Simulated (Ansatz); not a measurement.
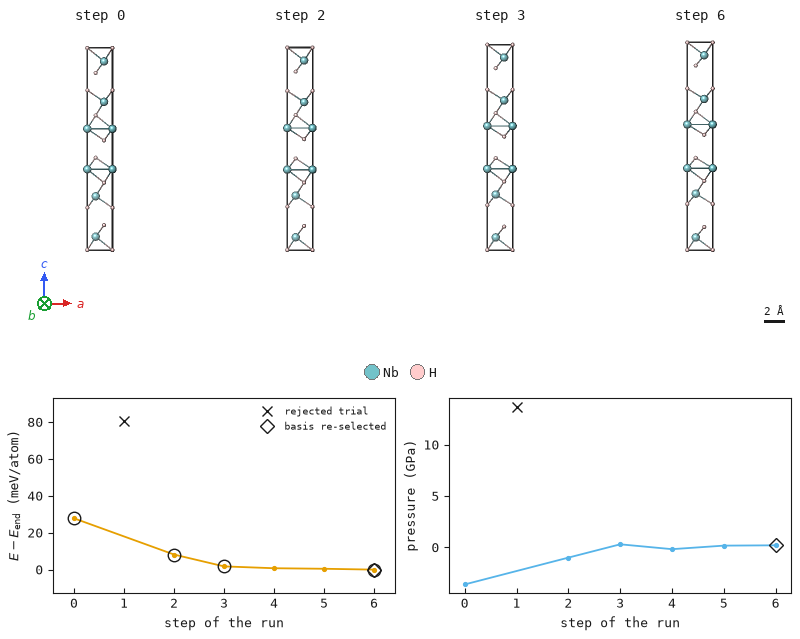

Frames of a relaxation of solid Nb₂H₃ (built on the tetradymite_166 type) (coarse preliminary run), marked on the history of the run. Style: ball-and-stick. Shown: the conventional cell (3 times the calculation's cell), along the b axis. Lengths and directions refer to the drawn axes.

Case: tetradymite type (R-3m, No. 166).

Theory: Ansatz, DFT PBE, scalar-relativistic, plane waves, PAW. Settings: plane-wave cutoff 420 eV; k-point mesh 6 × 6 × 6; occupations gaussian; smearing width 0.1 eV; no spin polarisation; cell and atoms relaxed; force threshold 0.04 eV/Å; at most 70 steps.

What happens along the run?

The largest moves relative to the cell, 0.26 Å, are those of H atoms. By element the largest moves are H 0.26 Å, Nb 0.11 Å. The drawn cell changes as follows: a = b 2.933 → 2.961 Å (+1.0 %), c 20.394 → 20.941 Å (+2.7 %); the volume changes by +4.7 %. Among the contacts that change: Nb–Nb 3.203 → 3.087 Å, H–Nb 2.056 → 2.005 Å, H–Nb 2.172 → 2.139 Å, Nb–Nb 2.933 → 2.961 Å. Among the angles between lasting bonds that change: Nb–H–Nb 91.0° → 95.2°, Nb–H–Nb 95.0° → 92.4°, Nb–H–Nb 85.0° → 87.6°. The space group stays R-3m (No. 166). Over 4 accepted moves (6 points after the start) the energy falls by 27.8 meV per atom. The largest force component goes from 0.5 to 0.001 eV/Å. The pressure goes from −3.61 to 0.20 GPa. The line search rejected the trial step at point 1 of the run. At 1 point the geometry stayed and the basis and grid were re-selected for the new cell (energy shift of 0.5 meV per atom at most each time). From step 0 to 2: H atoms move most (0.09 Å), volume +0.8 %, energy −19.6 meV per atom. From step 2 to 3: H atoms move most (0.10 Å), volume +2.0 %, energy −6.4 meV per atom. From step 3 to 6: H atoms move most (0.06 Å), volume +1.8 %, energy −1.8 meV per atom.
